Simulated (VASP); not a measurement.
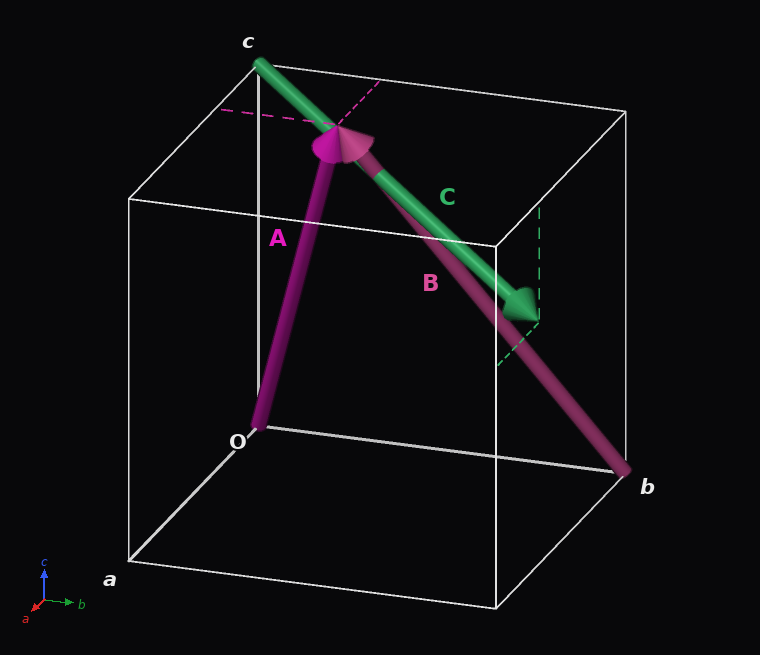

Crystal: ZrO2, a cell listed in the Materials Project, as set up for an electronic-structure calculation. Each arrow starts at a corner of the unit cell and ends on its surface; where a tip isn't a corner, dashed lines run from it parallel to the axes. The drawing is computed from the coordinates (standard cell, symmetry found to 0.002 Å).

a = 5.090 Å, b = 5.090 Å, c = 5.090 Å, α = 90.00°, β = 90.00°, γ = 90.00°.

### Which lattice directions are drawn?

Arrow A runs from (0, 0, 0) to (1/3, 1/3, 1), so [1 1 3]; Arrow B runs from (0, 1, 0) to (1/3, 1/3, 1), so [1 −2 3]; Arrow C runs from (0, 0, 1) to (2/3, 1, 2/3), so [2 3 −1].

### How long is the vector ua + vb + wc in each case, and what angles do the directions make?

A 16.882 Å; B 19.046 Å; C 19.046 Å. A–B: 49.9°. A–C: 80.7°. B–C: 120.0°.
